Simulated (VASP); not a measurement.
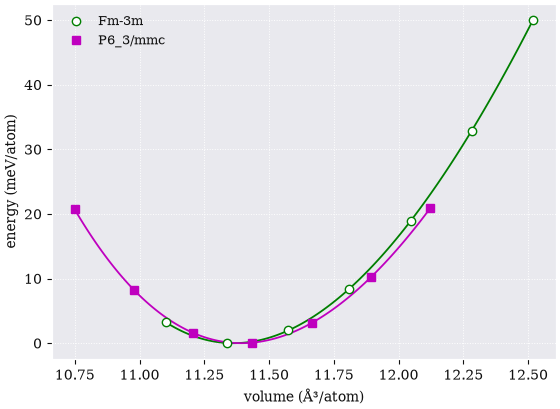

Caption: Energy against volume, with one curve for each structure, for Cu. Each energy curve has its own zero, so the curves don't rank the structures.

Settings that differ: Fm-3m: k mesh 13×13×13; P6_3/mmc: k mesh 12×12×7.

The fitted equilibrium volumes, smallest first, are Fm-3m 11.362, P6_3/mmc 11.393 Å³/atom. The fitted bulk moduli, smallest first, are P6_3/mmc 162.4, Fm-3m 165.4 GPa.

Method: plane-wave DFT, no spin polarisation; energies at scaled volumes of the given cell, shape and fractions fixed, counted from the fit's minimum, third-order Birch-Murnaghan fit (VASP 6.6.1). Level: PBEsol.

```tsv
setting	value
occupations	Fermi–Dirac
smearing width	0.05 eV
potentials	VASP PAW PBE potentials, recommended
wave cutoff	520 eV
```
